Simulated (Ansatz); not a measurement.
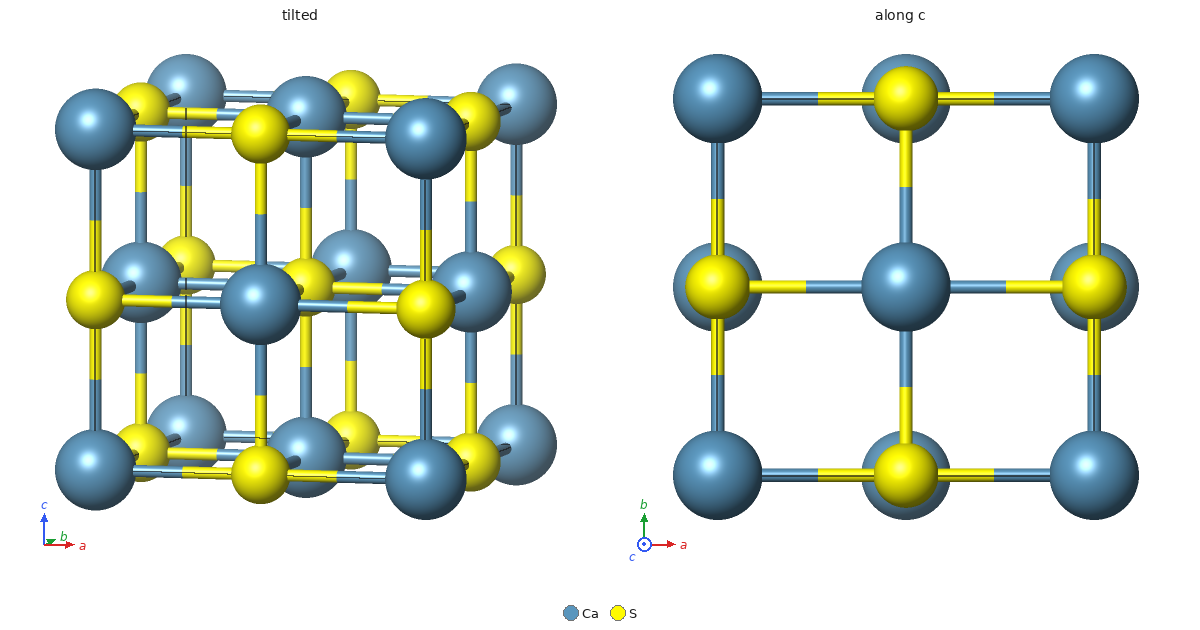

Crystal structure, ball-and-stick style, seen slightly off an axis and along the c axis. The conventional unit cell is outlined; an atom on or near a face, edge or corner is repeated at each equivalent position.

CaS, rock salt (NaCl type), space group Fm-3m (No. 225), a = 5.696 Å, b = 5.696 Å, c = 5.696 Å, α = 90.00°, β = 90.00°, γ = 90.00°. Starting structure: a structure type filled with these elements by a generator (whether the compound takes this form wasn't checked). Earlier steps of the study, as a rule a relaxation of our own, may have changed the cell and positions, so they can lie some per cent off the listed ones. Ansatz was used for an electronic-structure calculation on it.

This one geometry was computed with Ansatz (DFT, plane waves, PAW) at four levels of theory: PBE0, PBE, HSE06 and r2SCAN. It was relaxed beforehand with r2SCAN.

How does the band gap change with the level of theory?

Answer. PBE: a gap of 2.36 eV, indirect; r2SCAN: a gap of 2.80 eV, indirect; HSE06: a gap of 3.41 eV, indirect; PBE0: a gap of 4.11 eV, indirect.

Collect the results in a table.

Answer.
| level | cutoff (eV) | k-mesh of the run's cell | gap (eV) | pressure (GPa) |
| --- | --- | --- | --- | --- |
| PBE0 | 420 | 6×6×6 | 4.11 | 0.0 |
| PBE | 420 | 8×8×8 | 2.36 | 0.5 |
| HSE06 | 420 | 6×6×6 | 3.41 | 0.1 |
| r2SCAN | 500 | 8×8×8 | 2.80 | 0.0 |

Gaps are taken on the k-mesh or band path of each run.
